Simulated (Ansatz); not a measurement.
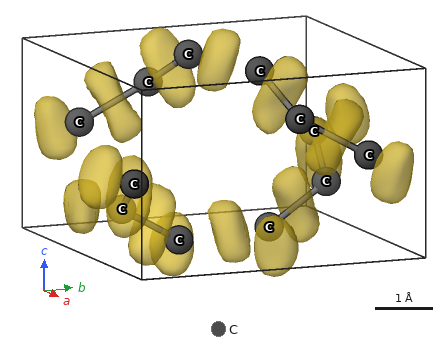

The picture shows: C. Isosurface of the electron localisation function at 0.8 (yellow), seen slightly off an axis. Only the valence region is drawn (cores and ρ < 0.01 e/Å³ removed). Sticks mark near contacts.

Space group P-4n2; a structure generated by program, which may or may not match a known phase.

Method: DFT PBE, scalar-relativistic, plane waves, PAW (Ansatz).

In a PAW calculation such maps are meaningful between the atoms, not at the nuclei.

Question: Where are the electrons localised?

Answer: At this value the surface marks out 18 regions between bonded C–C atoms, counted in one cell of 12 atoms. Any copies at cell faces, edges or corners count once.

Values along the shortest contacts:
C–C (1.40 Å): the ELF peaks at about 0.95 between the atoms. C–C (1.47 Å): the ELF peaks at about 0.90 between the atoms.

Question: Metal or insulator at this level of theory?

Answer: It is metallic or semimetallic at this level of theory: no gap opens.
